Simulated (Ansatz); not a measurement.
This input was run:

```
crystal:
  lattice:
    - [3.1252371057, -2.0072452166, 0.0]
    - [3.1252371057, 2.0072452166, 0.0]
    - [0.0, 0.0, 8.1465598679]
  atoms:
    - { symbol: Cl, position: [0.8756350467, 0.1243649533, 0.6074783337] }
    - { symbol: Cl, position: [0.1243649533, 0.8756350467, 0.3925216663] }
    - { symbol: Cl, position: [0.6243649533, 0.3756350467, 0.1074783337] }
    - { symbol: Cl, position: [0.3756350467, 0.6243649533, 0.8925216663] }
kpoints:
  mp_grid: { grid: [8, 8, 4] }
  band_path:
    path:
      - [0.0, 0.0, 0.0]
      - [0.5, 0.5, 0.0]
      - [0.353127604, 0.646872396, 0.0]
      - [-0.353127604, 0.353127604, 0.0]
      - [0.0, 0.0, 0.5]
      - [-0.353127604, 0.353127604, 0.5]
      - [0.353127604, 0.646872396, 0.5]
      - [0.5, 0.5, 0.5]
      - [0.0, 0.5, 0.0]
    npoints: 1
hamiltonian:
  xc: r2scan
scf:
  occupations: { method: fixed }
  n_extra_bands: 5
output:
  forces: true
  stress: true
  eigenvalues: true
  write_density: true
  write_potential: true
  elf: true
  volumetric_format: npy
```

Launched with:
```bash
ansatz run input.yaml --threads 4 --pin off --max-ram 5529MiB --backend cpu --events-out ev --progress --plain --runs-dir out
```

Predict the main features of the density of states.

There is a gap; over the k points computed it is 2.57 eV (direct among those points). The upper group of valence states starts about 6.0 eV under the valence-band top, with a gap beneath it; it holds about 20 electrons a cell. Within the window shown, the tallest peak of the filled states lies 0.3 eV under the valence-band top, at about 8.9 states per eV and cell.

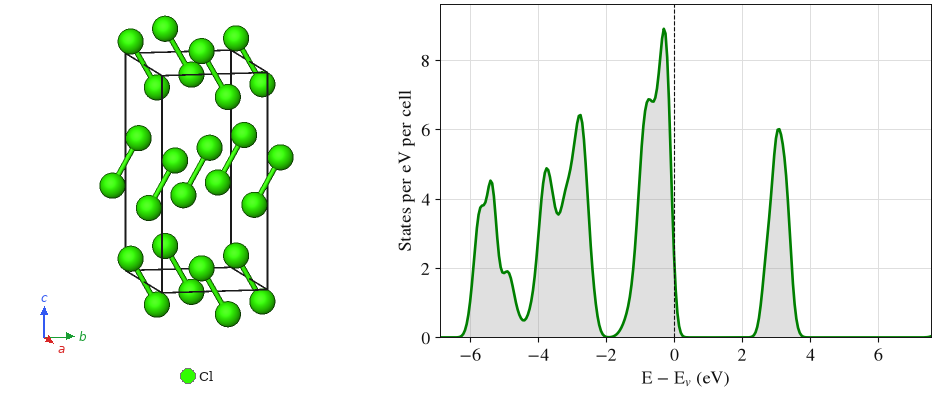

Density of states, beside the structure. Energies are counted from the top of the valence band. The curve is built from the levels of the k mesh with Gaussians 0.3 eV wide, which also blur the band edges.
